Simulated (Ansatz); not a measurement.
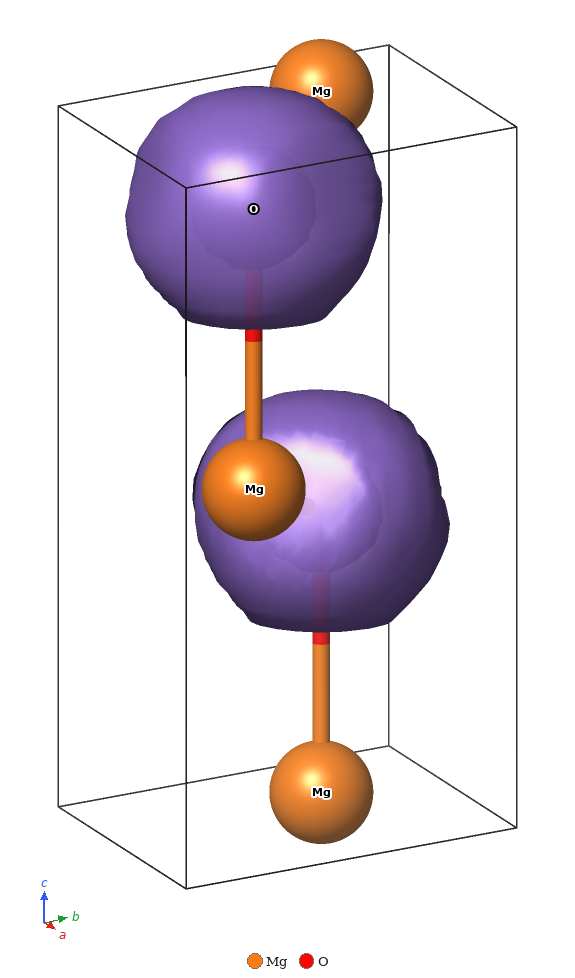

MgO. Isosurface of the electron localisation function at 0.75 (purple), seen slightly off an axis. Core shells and regions of very low density are left out. Sticks mark near contacts.

Space group P6₃mc; a structure from a database of computed crystals, not necessarily the ambient phase.

Theory: Kohn-Sham DFT of a periodic cell, HSE06 form with a typed share of exact exchange, Ansatz PAW (Ansatz).

Input

```
crystal:
  lattice:
    - [3.3077869865, 0.0, 0.0]
    - [-1.6538934933, 2.8646275606, 0.0]
    - [0.0, 0.0, 4.98288167]
  atoms:
    - { symbol: Mg, position: [0.6666666667, 0.3333333333, 0.50215974] }
    - { symbol: Mg, position: [0.3333333333, 0.6666666667, 0.00215974] }
    - { symbol: O, position: [0.6666666667, 0.3333333333, 0.90244026] }
    - { symbol: O, position: [0.3333333333, 0.6666666667, 0.40244026] }
hamiltonian:
  xc: { exchange: pbe, correlation: pbe, exx: { coeff: 0.25, omega: 0.3 } }
  pseudopotentials: { kind: paw }
kpoints:
  mp_grid: { grid: [5, 5, 3] }
scf:
  occupations: { method: fermi_dirac, width: 0.05 }
output:
  forces: true
  stress: true
  eigenvalues: true
  write_density: true
  write_potential: true
  elf: true
  volumetric_format: npy
```

Launched as:

```sh
ansatz run input.yaml --threads 2 --pin off --max-ram 5632MiB --backend cpu --events-out ev --progress --plain --runs-dir out
```

Below, planes, directions and counts refer to the conventional cell (a = 3.31 Å, b = 3.31 Å, c = 4.98 Å, α = 90.00°, β = 90.00°, γ = 120.00°).

Identify the bonds, lone pairs and shells in this picture.

The surface consists of two regions wrapped around O (the valence shell of each), counted in one cell of 4 atoms. Regions shared between cells count once.

Values along the shortest contacts:
Mg–O (1.97 Å): the ELF peaks at about 0.85 in the valence shell of O, 0.7 Å from its nucleus, and is about 0.35 at the midpoint (a closed-shell, largely ionic contact).
